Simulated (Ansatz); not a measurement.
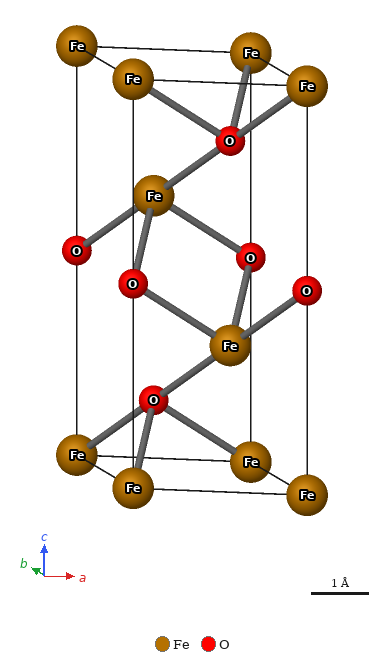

Normal modes of solid FeO, space group R-3m (No. 166), at the zone centre. The picture is a ball-and-stick view of the conventional cell (3 times the calculation's cell), seen slightly off an axis. Lengths and directions refer to the drawn axes.

All numbers below come from DFT PBE+U, scalar-relativistic, plane waves, PAW in Ansatz. Settings: plane-wave cutoff 420 eV; k-point mesh 12 × 12 × 12; occupations gaussian; smearing width 0.02 eV; U Fe 5.3 eV; collinear spin.

Frequencies are those without the non-analytic (LO–TO) term.

Give the spectrum at this point.

The calculation's cell holds 2 atoms, so there are 3 optical modes, in 2 levels. The optical modes span A₂u + E_u. No level is unstable.

| level | symmetry | frequency (cm⁻¹) | activity |
| --- | --- | --- | --- |
| 1 | A₂u | 243 | infrared-active |
| 2 | E_u | 292 | infrared-active |

The displacement patterns (one member of each degenerate set):

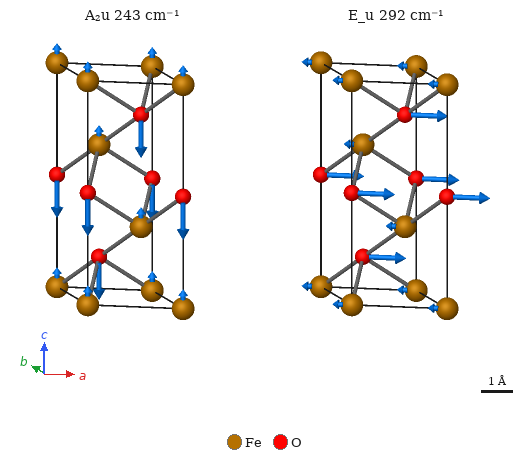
